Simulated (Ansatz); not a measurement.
**Geometry relaxation of NiGe (part 2 of 2)**

NiGe (2 atoms in the cell); DFT r2SCAN, scalar-relativistic, plane waves, PAW, spin-polarised (Ansatz 0.2.0); cutoff 500 eV, 18×18×18 k-mesh, Gaussian smearing of 0.1 eV, collinear spins. The structure was built on a prototype by a generator; it need not be a known phase.

Geometry of the input (Å; fractional positions):
```
1.8649  1.8649  3.7298
1.8649  3.7298  1.8649
3.7298  1.8649  1.8649
Ni 0.0000  0.0000  0.0000
Ge 0.5000  0.5000  0.5000
```

### Output, continued
```
relax step   7: F+E_penalty+E_count = -10148.19562280 eV  Δ(F+E_penalty+E_count) = -1.576e-3 eV  max|allowed force component| = 4.746e-29 eV/Å  Δτ_max = 0.0000 Å  P = +0.007 GPa  Ω = 25.865 Å³  stress off target by 7.14e-2 GPa  SCF on the basis re-selected at this cell (its energy is not comparable with the rows above)  (13 SCF iters)
SCF 8 converged in 7 iterations: F = -10148.195623 eV  dr2 = 1.18e-8
relax step   8: F+E_penalty+E_count = -10148.19562280 eV  Δ(F+E_penalty+E_count) = +8.349e-9 eV  max|allowed force component| = 6.732e-29 eV/Å  Δτ_max = 0.0000 Å  P = +0.001 GPa  Ω = 25.871 Å³  energy of the carried Pulay correction = -5.343e-6 eV  (7 SCF iters, dr2 threshold 1.28e-8 eV, accepted)
iter 1 solved again at ethr=4.87e-9 eV; its pass at ethr=3.10e-3 eV (dr2=1.56e-6 eV) is discarded
SCF iter   1: F=—  HF=-10148.195627 eV  |F-HF|=—  |Δ(HF+E_count)|=         —  Δρ=2.83e-5 (↑2.83e-5 ↓2.82e-5)  dr2=5.02e-7  dr2_τ=5.01e-10  dr2_m=6.46e-14  M=-0.000 μB ∫|m|=0.000 μB  β_m=1.00  ethr=4.87e-9  ⟨swp⟩=4.0  Hψ=180891  notcnv=0
preconditioner: auto → none  [metal: Δε(μ)=0.003 eV  Ē_g=19.837 eV  σ=0.100 eV  W_gap=0.01  n_scr=2 (ndim 8)  ℏωp=35.8 eV  f_vac=0.000  D(μ)=1.50/eV (n_scr^D=14)]
SCF iter   2: F=—  HF=-10148.195628 eV  |F-HF|=—  |Δ(HF+E_count)|=   3.01e-7  Δρ=3.38e-5 (↑3.38e-5 ↓3.38e-5)  dr2=7.44e-7  dr2_τ=1.68e-9  dr2_m=1.90e-14  M=-0.000 μB ∫|m|=0.000 μB  β_m=1.00  ethr=1.57e-9  ⟨swp⟩=2.0  Hψ=32752  notcnv=0  κ⁻¹=1.0e0(r=1)
SCF iter   3: F=—  HF=-10148.195628 eV  |F-HF|=—  |Δ(HF+E_count)|=   1.80e-7  Δρ=1.45e-5 (↑1.45e-5 ↓1.45e-5)  dr2=1.36e-7  dr2_τ=1.08e-10  dr2_m=3.61e-14  M=-0.000 μB ∫|m|=0.000 μB  β_m=1.00  ethr=1.57e-9  ⟨swp⟩=2.0  Hψ=28936  notcnv=0  κ⁻¹=2.0e-4(r=2)
SCF iter   4: F=—  HF=-10148.195627 eV  |F-HF|=—  |Δ(HF+E_count)|=   3.75e-8  Δρ=5.50e-6 (↑5.48e-6 ↓5.50e-6)  dr2=1.88e-8  dr2_τ=1.59e-11  dr2_m=2.64e-14  M=-0.000 μB ∫|m|=0.000 μB  β_m=1.00  ethr=4.25e-10  ⟨swp⟩=2.0  Hψ=27572  notcnv=0  κ⁻¹=2.7e-5(r=3)
SCF iter   5: F=—  HF=-10148.195627 eV  |F-HF|=—  |Δ(HF+E_count)|=   4.14e-9  Δρ=3.21e-6 (↑3.19e-6 ↓3.21e-6)  dr2=6.21e-9  dr2_τ=5.96e-12  dr2_m=2.84e-14  M=-0.000 μB ∫|m|=0.000 μB  β_m=1.00  ethr=5.86e-11  ⟨swp⟩=1.0  Hψ=24368  notcnv=0  κ⁻¹=1.1e-6(r=4)
SCF iter   6: F=—  HF=-10148.195627 eV  |F-HF|=—  |Δ(HF+E_count)|=   1.27e-9  Δρ=1.23e-6 (↑1.21e-6 ↓1.23e-6)  dr2=8.14e-10  dr2_τ=1.25e-12  dr2_m=2.00e-14  M=-0.000 μB ∫|m|=0.000 μB  β_m=1.00  ethr=1.94e-11  ⟨swp⟩=1.0  Hψ=24376  notcnv=0  κ⁻¹=1.3e-7(r=5)
SCF iter   7: F=—  HF=-10148.195627 eV  |F-HF|=—  |Δ(HF+E_count)|=  3.20e-10  Δρ=1.13e-6 (↑1.11e-6 ↓1.13e-6)  dr2=7.10e-10  dr2_τ=8.79e-13  dr2_m=2.13e-14  M=-0.000 μB ∫|m|=0.000 μB  β_m=1.00  ethr=2.54e-12  ⟨swp⟩=1.1  Hψ=24442  notcnv=0  κ⁻¹=7.3e-8(r=6)
SCF iter   8: F=—  HF=-10148.195627 eV  |F-HF|=—  |Δ(HF+E_count)|=  1.67e-10  Δρ=1.07e-7 (↑1.04e-7 ↓1.07e-7)  dr2=3.62e-12  dr2_τ=9.15e-14  dr2_m=8.17e-16  M=-0.000 μB ∫|m|=0.000 μB  β_m=1.00  ethr=2.22e-12  ⟨swp⟩=1.0  Hψ=24363  notcnv=0  κ⁻¹=3.1e-8(r=7)
SCF iter   9: F=—  HF=-10148.195627 eV  |F-HF|=—  |Δ(HF+E_count)|=  1.04e-10  Δρ=1.77e-7 (↑1.77e-7 ↓1.77e-7)  dr2=2.53e-11  dr2_τ=1.87e-14  dr2_m=6.52e-17  M=-0.000 μB ∫|m|=0.000 μB  β_m=1.00  ethr=1.00e-12  ⟨swp⟩=1.0  Hψ=24360  notcnv=0  κ⁻¹=1.2e-8(r=8)
SCF iter  10: F=—  HF=-10148.195627 eV  |F-HF|=—  |Δ(HF+E_count)|=  8.55e-11  Δρ=2.16e-7 (↑2.16e-7 ↓2.11e-7)  dr2=3.19e-11  dr2_τ=1.04e-14  dr2_m=1.91e-15  M=-0.000 μB ∫|m|=0.000 μB  β_m=0.64  ethr=1.00e-12  ⟨swp⟩=1.0  Hψ=24360  notcnv=0  κ⁻¹=1.8e-8(r=8)
SCF iter  11: F=—  HF=-10148.195627 eV  |F-HF|=—  |Δ(HF+E_count)|=  9.09e-12  Δρ=9.53e-9 (↑9.53e-9 ↓8.16e-9)  dr2=2.58e-14  dr2_τ=4.13e-16  dr2_m=4.66e-15  M=-0.000 μB ∫|m|=0.000 μB  β_m=1.00  ethr=1.00e-12  ⟨swp⟩=1.0  Hψ=24416  notcnv=0  κ⁻¹=5.7e-8(r=8)
SCF iter  12: F=-10148.195627 eV  HF=-10148.195627 eV  |F-HF|=3.64e-12  |Δ(HF+E_count)|=  5.46e-12  Δρ=8.29e-8 (↑8.11e-8 ↓8.29e-8)  dr2=5.79e-12  dr2_τ=6.70e-15  dr2_m=2.03e-16  M=-0.000 μB ∫|m|=0.000 μB  ethr=1.00e-12  ⟨swp⟩=3.8  Hψ=92803  notcnv=0
the starting moments were not kept: the SCF closed with an absolute magnetisation of 1.0e-7 μB, where they sum to 0.1 μB in size (1 site). That is at most 0.1 of that sum. Measured as dr2_m measures the in/out step, that magnetisation stands 2.1e-14 eV from none, at or under the dr2_threshold of 2.0e-11 eV: it is no larger than a step whose dr2_m would equal this threshold.
SCF 9 converged in 12 iterations: F = -10148.195627 eV  dr2 = 5.79e-12
relax step   9: F+E_penalty+E_count = -10148.19562749 eV  Δ(F+E_penalty+E_count) = -4.690e-6 eV  max|allowed force component| = 3.787e-29 eV/Å  Δτ_max = 0.0000 Å  P = +0.001 GPa  Ω = 25.871 Å³  stress off target by 2.11e-3 GPa  SCF on the basis re-selected at this cell (its energy is not comparable with the rows above)  (12 SCF iters)
```

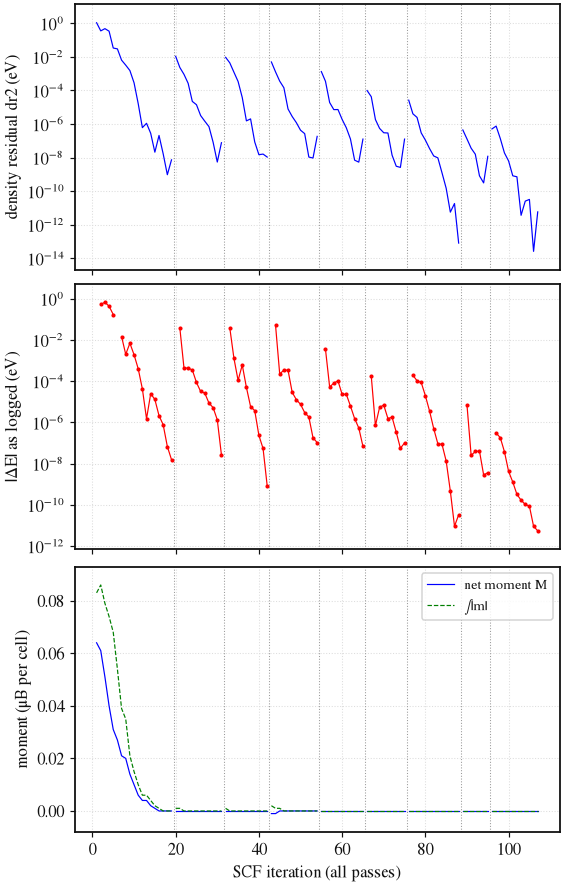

*Convergence of the self-consistent field: density residual dr2, size of the energy change and magnetic moment against the SCF iteration. The dotted lines part the SCF passes of the relaxation: geometry steps, rejected trials and re-solves on a re-selected basis.*

The 9 passes take 7 to 19 iterations each, 107 in all. The net moment stays at 0.0 μB per cell, and ∫|m| falls to zero.

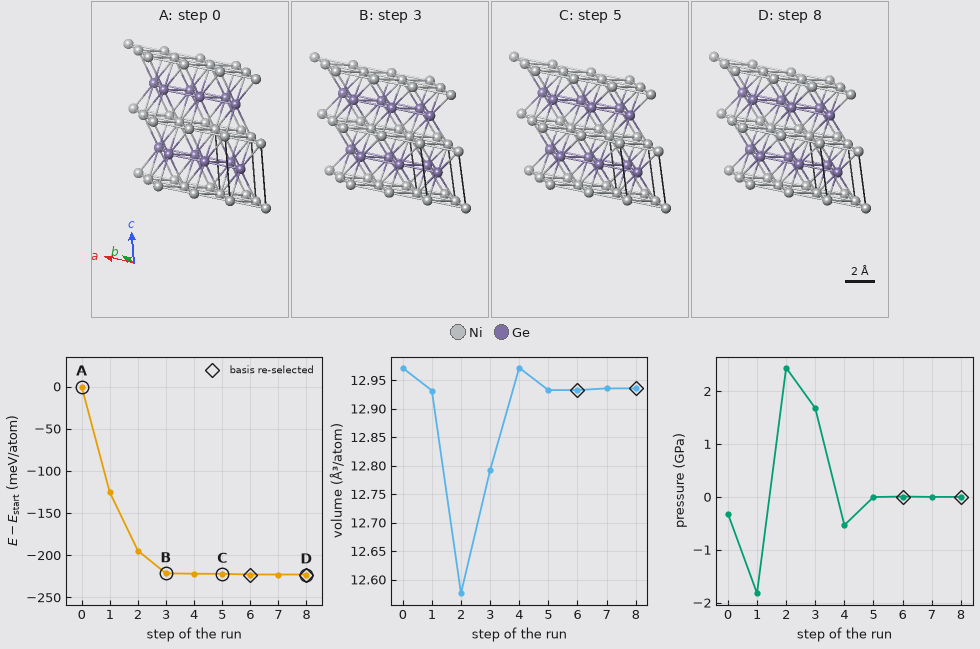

*Frames of the relaxation (ball-and-stick view of the reduced cell, repeated 3 × 2 × 2, seen slightly off an axis) above the curves, on which the letters mark them (the first geometry is step 0 here and step 1 in the log).*

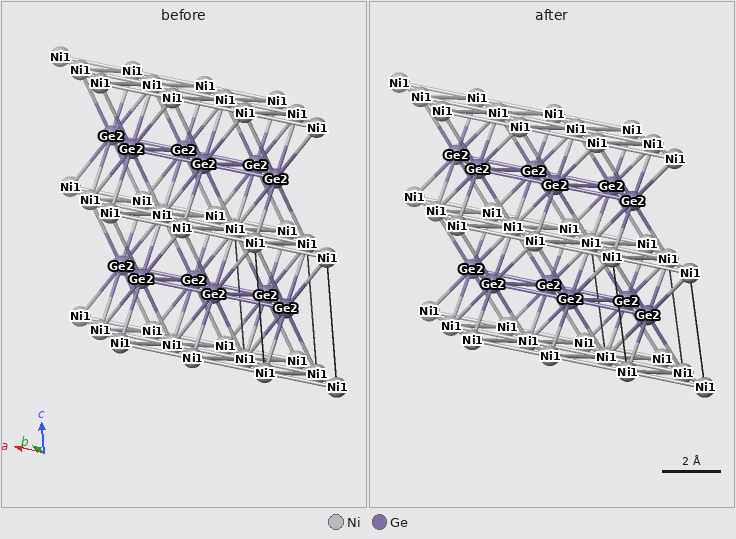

*Before (left) and after (right) the relaxation, at one scale (ball-and-stick view of the reduced cell, repeated 3 × 2 × 2, seen slightly off an axis).*

The atoms keep their places relative to the cell (all moves are under 0.005 Å). The drawn cell changes as follows: a = b 2.637 → 2.832 Å (+7.4 %), c 4.568 → 4.069 Å (−10.9 %), α 73.2° → 69.6°, β 73.2° → 69.6°; the volume changes by −0.3 %. Among the contacts that change: Ni1–Ni1 2.637 → 2.832 Å, Ge2–Ge2 2.637 → 2.832 Å, Ni1–Ge2 2.637 → 2.478 Å. The space group stays R-3m (No. 166). After 6 geometry steps the energy has fallen by 223 meV per atom. All forces vanish by symmetry, so only the cell relaxes. The pressure goes from −0.31 to 0.00 GPa. The basis was re-selected once at an unchanged geometry, which shifts the energy a little without any move. The energy change given includes the shifts at the re-selections in mid-walk, which come without any move. A last SCF at the same geometry on a re-selected plane-wave basis shifts the energy by next to nothing (0.0 meV per atom). (Atoms are counted from 1 in the order of the input.)

```
basis re-selected at this cell: Δ(F+E_penalty+E_count) = -4.690e-6 eV, ΔP = -0.000 GPa vs the last step (what re-selecting the basis moved, of the pressure what is left beyond the Pulay correction that the steps carried, after the strain that the cell walked since its last selection, with what the two solves' SCF thresholds leave and, on support functions, any second-order correction that the steps lacked; it is no measure of the basis error at this ecutwfc). This SCF's stress stands 2.11e-3 GPa from its target on what of the cell is left free (relax.cell.stress_tol is 5.00e-2 GPa) and its largest allowed force component is 3.79e-29 eV/Å (relax.f_tol is 1.00e-2 eV/Å): within both
SCF converged after 12 iterations
Stability not checked: this state was not tested for a lower state beside it, because the mixer in use, unlike msr1, does not test its closes by its own steps (another_mixer; see scf.mixing.algorithm and scf.lower_state_search)
Magnetization: -0.0000 μB (16.0000 up, 16.0000 down)
Absolute magnetization: 0.0000 μB (∫|ρ↑−ρ↓|, with the PAW one-centre terms)
Spin contamination: 0.0000 ħ² per cell (⟨S²⟩ above its minimum at these occupations)
Per-site moments (μB) at R_I (Å): [(-8.594832171017573e-8, 1.0223734787777072), (-6.037275467937344e-9, 1.0223734787777072)]
Free energy (F): -10148.195627 eV
Harris-Foulkes:  -10148.195627 eV  (|F-HF|=3.64e-12)
Internal energy: -10148.188131 eV  (E = F + TS)
E sigma→0 (E₀):  -10148.191879 eV
Entropy (-TS):   -0.007497 eV (-3.748 meV/atom)
Fermi energy:    16.158054 eV
--- Per-component energies (eV) ---
  E_band       = -398.126599
  E_kinetic    = 397.207817
  E_local      = -5663.351869  (includes V_loc(G=0)·N_el)
  E_nonlocal   = 1066.180957
  E_hartree    = 2435.697304
  E_xc         = -148.454862
  E_vxc        = -185.871440  (∫ρ·V_xc dr)
  E_paw        = -3683.801113  (= ΣΔE_a)
  E_vpaw       = -896.268213  (= ΣTr[D̂ρ^β])
  E_aug_tail   = 0.000258  (compensation charges beyond the density's cutoff)
  E_vtau       = 12.581462  (kinetic-family band-sum trace: ∫τ·v_τ [+ j·A + Jᵃ·Aᵃ] dr)
  E_ewald      = -4550.280788
  E_core_change = -1.385834  (= ΣΔE_core)
  E_smearing   = -0.007497  (= −TS)
  E_closure    = -0.000000  (closes the sum)
  Σ components = -10148.195627   (vs F -10148.195627, Δ=0.00e0)
--- Forces (eV/Å), atoms counted from 1 ---
  atom   1  Ni    -0.00000000     0.00000000    -0.00000000
  atom   2  Ge     0.00000000     0.00000000    -0.00000000
  max |Σ_I F_I| component: 8.41e-29 eV/Å
--- Stress (GPa, compression-positive) ---
        0.001049      -0.001059      -0.001059
       -0.001059       0.001049      -0.001059
       -0.001059      -0.001059       0.001049
  P = ⅓ Tr σ = 0.0010 GPa (0.010 kbar)
--- Band table (eV; the first three rows and the last of 1160) ---
  k-point 0 ↑: bands = ["-90.7293", "-49.8624", "-49.5565", "-49.5565", "-9.3854", "-9.3854", "-9.2982", "-9.2190", "-9.2190", "1.9010", "12.4868", "13.1803", "14.1807", "14.1807", "14.4706", "14.4706", "19.1688", "25.7217", "25.7217", "32.1432", "32.1663"]
  k-point 1 ↑: bands = ["-90.7292", "-49.8622", "-49.5577", "-49.5568", "-9.3864", "-9.3809", "-9.2951", "-9.2215", "-9.2195", "1.9856", "12.4875", "13.1184", "14.1621", "14.2096", "14.4521", "14.6172", "19.2265", "25.0158", "25.5286", "30.6331", "32.5194"]
  k-point 2 ↑: bands = ["-90.7288", "-49.8618", "-49.5613", "-49.5577", "-9.3897", "-9.3678", "-9.2857", "-9.2289", "-9.2210", "2.2394", "12.4548", "13.0521", "14.0855", "14.2939", "14.3984", "14.9769", "19.4108", "23.3708", "25.0568", "29.4687", "31.1005"]
  k-point 579 ↓: bands = ["-90.7293", "-49.8632", "-49.5566", "-49.5566", "-9.3838", "-9.3838", "-9.2895", "-9.2143", "-9.2143", "3.2467", "7.7221", "13.5780", "14.0665", "14.0665", "14.4711", "14.4711", "26.4510", "26.4510", "28.8398", "30.2031", "30.2031"]
--- Relaxed structure (7 steps of the walk, 7 accepted, 2 SCFs on fresh bases) ---
  F+E_penalty+E_count = -10148.19562749 eV   max|allowed force component| = 3.787e-29 eV/Å   (the final SCF, on the basis selected at the relaxed cell)
  cell:  # Å, volume = 25.8712 Å³
    - [1.4835573451646553, 1.4835573451646553, 3.4858559201261707]
    - [1.483557345164655, 3.4858559201261703, 1.4835573451646553]
    - [3.4858559201261703, 1.483557345164655, 1.4835573451646553]
  atoms:
    - { symbol: Ni, position: [5.997371532724372e-34, 9.875492496934479e-34, -2.5920478400178243e-33] }
    - { symbol: Ge, position: [0.49999999999999967, 0.5, 0.5] }
--- Löwdin populations: 2 sites ---
  site symbol       q [e]    m [muB]
     0     Ni     17.4969    -0.0000
     1     Ge     14.3283    -0.0000
  spilling = 0.005465 (of n_electrons = 32.000000)
```

### File populations.tsv
```
# site	symbol	l	j	q_up	q_dn
# orbitals = lowdin
# n_electrons = 32.000000
# spilling = 0.005465
0	Ni	0_3S	-	0.995293	0.995293
0	Ni	0_4S	-	0.274453	0.274453
0	Ni	1_3P	-	2.997806	2.997806
0	Ni	2_3D	-	4.480876	4.480876
1	Ge	0_4S	-	0.743780	0.743780
1	Ge	1_4P	-	1.421693	1.421693
1	Ge	2_3D	-	4.998656	4.998656
```

### Trajectory as extended XYZ (Å, eV, eV/Å), 9 frames, from step=1 to step=9
```
2
Lattice="1.8649 1.8649 3.7298 1.8649 3.7298 1.8649 3.7298 1.8649 1.8649" Properties=species:S:1:pos:R:3:forces:R:3 step=1 energy=-10147.75003 pressure_GPa=-0.31
Ni    0.0000    0.0000    0.0000    0.0000   0.0000   0.0000
Ge    3.7298    3.7298    3.7298    0.0000   0.0000   0.0000
2
Lattice="1.7289 1.7289 3.6381 1.7289 3.6381 1.7289 3.6381 1.7289 1.7289" Properties=species:S:1:pos:R:3:forces:R:3 step=2 energy=-10148.00059 pressure_GPa=-1.82
Ni    0.0000    0.0000    0.0000    0.0000   0.0000   0.0000
Ge    3.5479    3.5479    3.5479    0.0000   0.0000   0.0000
2
Lattice="1.5998 1.5998 3.5327 1.5998 3.5327 1.5998 3.5327 1.5998 1.5998" Properties=species:S:1:pos:R:3:forces:R:3 step=3 energy=-10148.13902 pressure_GPa=2.44
Ni    0.0000    0.0000    0.0000    0.0000   0.0000   0.0000
Ge    3.3661    3.3661    3.3661    0.0000   0.0000   0.0000
2
Lattice="1.4808 1.4808 3.4745 1.4808 3.4745 1.4808 3.4745 1.4808 1.4808" Properties=species:S:1:pos:R:3:forces:R:3 step=4 energy=-10148.19285 pressure_GPa=1.68
Ni    0.0000    0.0000    0.0000    0.0000   0.0000   0.0000
Ge    3.2181    3.2181    3.2181    0.0000   0.0000   0.0000
2
Lattice="1.4896 1.4896 3.4919 1.4896 3.4919 1.4896 3.4919 1.4896 1.4896" Properties=species:S:1:pos:R:3:forces:R:3 step=5 energy=-10148.19379 pressure_GPa=-0.53
Ni    0.0000    0.0000    0.0000    0.0000   0.0000   0.0000
Ge    3.2356    3.2356    3.2356    0.0000   0.0000   0.0000
2
Lattice="1.4848 1.4848 3.4864 1.4848 3.4864 1.4848 3.4864 1.4848 1.4848" Properties=species:S:1:pos:R:3:forces:R:3 step=6 energy=-10148.19405 pressure_GPa=-0.00
Ni    0.0000    0.0000    0.0000    0.0000   0.0000   0.0000
Ge    3.2280    3.2280    3.2280    0.0000   0.0000   0.0000
2
Lattice="1.4848 1.4848 3.4864 1.4848 3.4864 1.4848 3.4864 1.4848 1.4848" Properties=species:S:1:pos:R:3:forces:R:3 step=7 energy=-10148.19562 pressure_GPa=0.01
Ni    0.0000    0.0000    0.0000    0.0000   0.0000   0.0000
Ge    3.2280    3.2280    3.2280    0.0000   0.0000   0.0000
2
Lattice="1.4836 1.4836 3.4859 1.4836 3.4859 1.4836 3.4859 1.4836 1.4836" Properties=species:S:1:pos:R:3:forces:R:3 step=8 energy=-10148.19562 pressure_GPa=0.00
Ni    0.0000    0.0000    0.0000    0.0000   0.0000   0.0000
Ge    3.2265    3.2265    3.2265    0.0000   0.0000   0.0000
2
Lattice="1.4836 1.4836 3.4859 1.4836 3.4859 1.4836 3.4859 1.4836 1.4836" Properties=species:S:1:pos:R:3:forces:R:3 step=9 energy=-10148.19563 pressure_GPa=0.00
Ni    0.0000    0.0000    0.0000    0.0000   0.0000   0.0000
Ge    3.2265    3.2265    3.2265    0.0000   0.0000   0.0000
```

### Key numbers

| quantity | value |
| --- | --- |
| outcome | converged |
| space group (tolerance 0.01 Å) | R-3m (166) |
| electrons treated | 32 |
| free energy | −10148.1956 eV |
| Fermi energy | 16.158 eV |
| gap on the k-point mesh | none (metallic) |
| net moment of the cell | 0.00 μB |
| integrated absolute moment | 0.00 μB |
| pressure | 0.00 GPa |
| final volume | 25.87 Å³ |
| largest force (length of the vector) at the end | under 0.001 eV/Å |
| final cell | a = 4.069 Å, b = 4.069 Å, c = 4.069 Å, α = 40.73°, β = 40.73°, γ = 40.73° |
| wall time | 21 min |
| peak memory | 1 GiB |

The electronic state found may not be the lowest one. The program warns: some starting moments were not kept.
